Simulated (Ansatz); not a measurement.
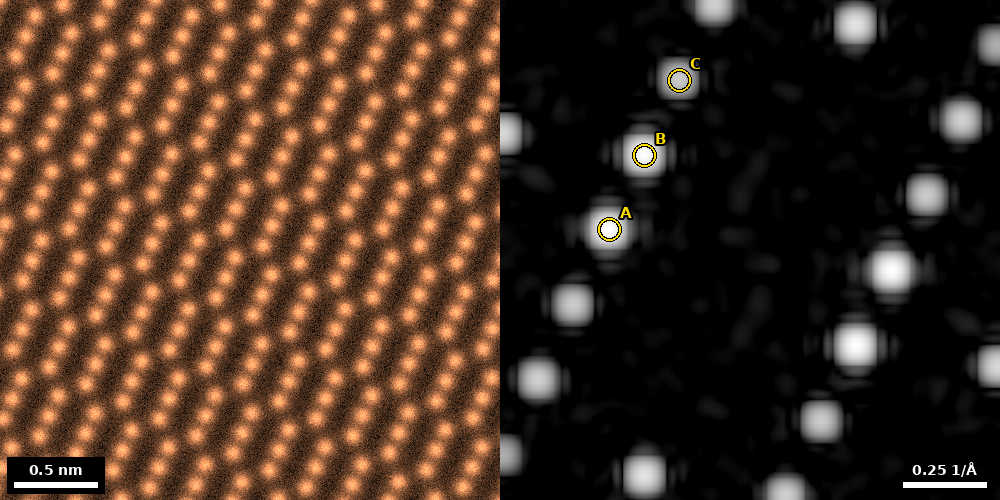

iDPC-like image of Ti (P6/mmm, No. 191) along [101]. Simulated as the projected potential of neutral atoms (B = 0.3 Å²) blurred by a 0.51 Å probe, the thin-sample limit of integrated differential phase contrast. The display is stretched by a gamma of 0.65; percentages refer to the linear signal. Shot noise was added. Atomic positions: coordinates from a relaxation with Ansatz, DFT, RPBE, plane waves (420 eV) with PAW, scalar-relativistic; the starting structure was generated, so it need not be a known form of this composition.

The right panel is the modulus of the image's Fourier transform on a logarithmic scale.

a = 4.629 Å, b = 4.629 Å, c = 2.857 Å, α = 90.00°, β = 90.00°, γ = 120.00°

Index the marked spots and give their plane spacings (the zone axis points at the viewer; indices equivalent by symmetry, or all signs reversed, are as good).

Answer. A: (1 0 -1), d = 2.33 Å; B: (1 -1 -1), d = 2.33 Å; C: (1 -2 -1), d = 1.80 Å. A and B enclose 34°, and every spot obeys the zone law hu + kv + lw = 0 for [101].
